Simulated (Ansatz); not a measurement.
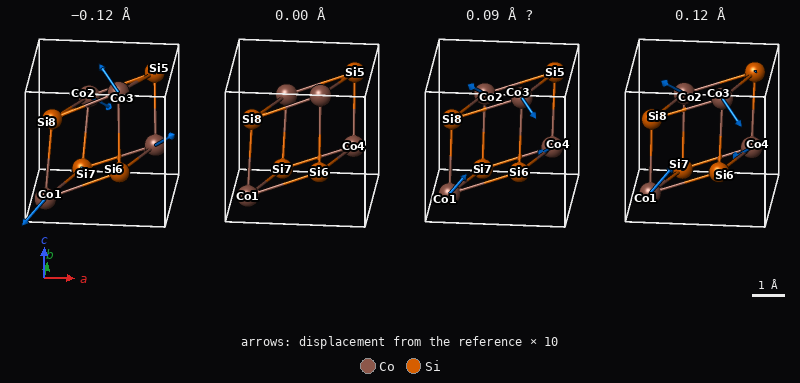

Energy scan for solid CoSi (P2_13), in which a normal mode at the zone centre is frozen in with the cell fixed, the amplitude being the largest displacement of an atom. A ball-and-stick model of the cell of the calculation, seen from a free direction. Blue arrows: displacements from the reference.

The calculation used DFT PBEsol, scalar-relativistic, plane waves, PAW in Ansatz. Set-up: plane-wave cutoff 420 eV; k-point mesh 10 × 10 × 10; occupations gaussian; smearing width 0.15 eV; no spin polarisation. Energies (free energies at the smearing named) are counted from the relaxed crystal.

```
largest displacement (Å)  E − E(ref) (meV/cell)
                  −0.120                  239.2
                  −0.090                  134.8
                  −0.060                   60.3
                  −0.030                   15.2
                   0.000                    0.0
                   0.030                   16.2
                   0.060                   66.0
                   0.090                      ?
                   0.105                  210.3
                   0.120                  278.7
```

One row is withheld. What is its energy?

Answer. A straight line between the two neighbours gives 162.2 meV/cell. A cubic through the four nearest rows (0.030, 0.060, 0.105, 0.120) gives, with Lagrange weights, (−0.0667)(16.2) + (0.3333)(66.0) + (1.0667)(210.3) + (−0.3333)(278.7) = 152.4 meV/cell. The calculation gives 152.4 meV/cell, so the cubic is right to the digits shown and the straight line 9.8 meV/cell too high, as the curve bends upwards here.

The whole profile:

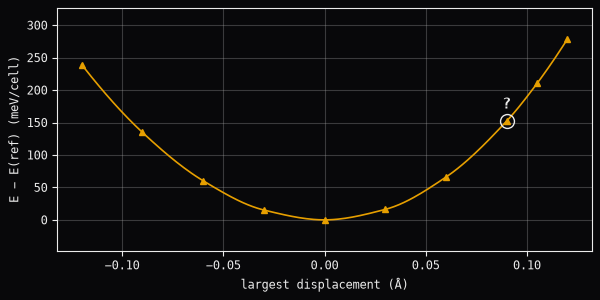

Limits of the set-up: an element that often carries a moment was run without spin polarisation.
